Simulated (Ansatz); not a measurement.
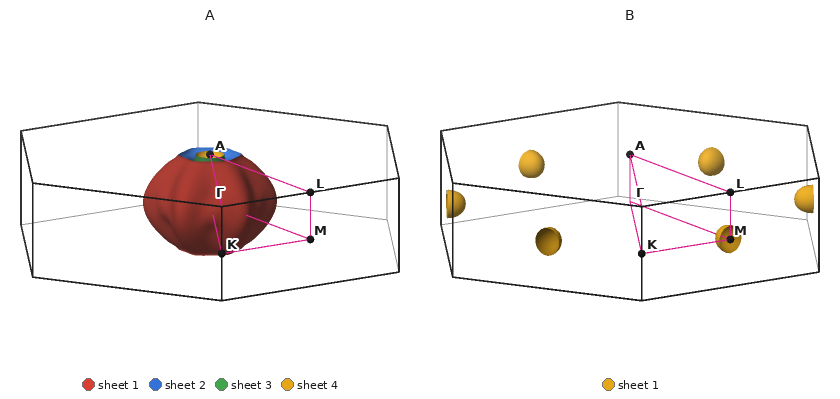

Constant-energy surfaces of SiC (P6_3mc) near its two band edges (0.30 eV into the valence band, 0.10 eV into the conduction band), in unknown order.

Theory: DFT PBE, scalar-relativistic, plane waves, PAW; levels and slopes on a dense k mesh at the converged density (Ansatz). No spin polarisation. Mesh 42×42×12, interpolated with the band slopes. The geometry was not relaxed (residual pressure 4 GPa). The cell comes from a database of computed structures, not from a measurement.

Masses come from a second pass at points close to the extrema; at the energies drawn a band may no longer be parabolic.

Which panel shows the holes and which the electrons?

Answer. A shows the valence band (holes), B the conduction band (electrons).

Describe the extrema and the gap.

Answer. Valence band (extrema up to 0.30 eV from the edge): one maximum at Γ, two bands meeting there, with masses of 0.31 and 3.59 mₑ along x, 0.31 and 3.62 mₑ along y and 1.63 mₑ along z. Band 16 forms the valence edge; band 15 meets it there, band 14 begins 0.05 eV lower (at Γ) and band 13 begins 0.21 eV lower (at A). The surfaces also take in A, where this band lies 0.21 eV below its edge. The surfaces have further parts: band 14 comes within 0.21 eV of the edge at A.
Conduction band (extrema up to 0.10 eV from the edge): three equivalent minima at M, principal masses 0.28, 0.31 and 0.56 mₑ. Band 17 forms the conduction edge. Another band lies within 0.06 eV there, so the masses may hold only close to the extrema.
The gap is indirect, 2.23 eV at this level of theory, which underestimates gaps and can reorder valleys that lie close.

Where one band's surface lies inside another's, the outer one hides all or part of it.

Spin-orbit coupling, left out here, can split bands that meet at an edge and change their masses.

The run (self-consistency and the dense mesh) took 29 s on 2 threads of AMD EPYC 9R45 (Zen 5), on a shared host, peak memory 1.2 GiB.
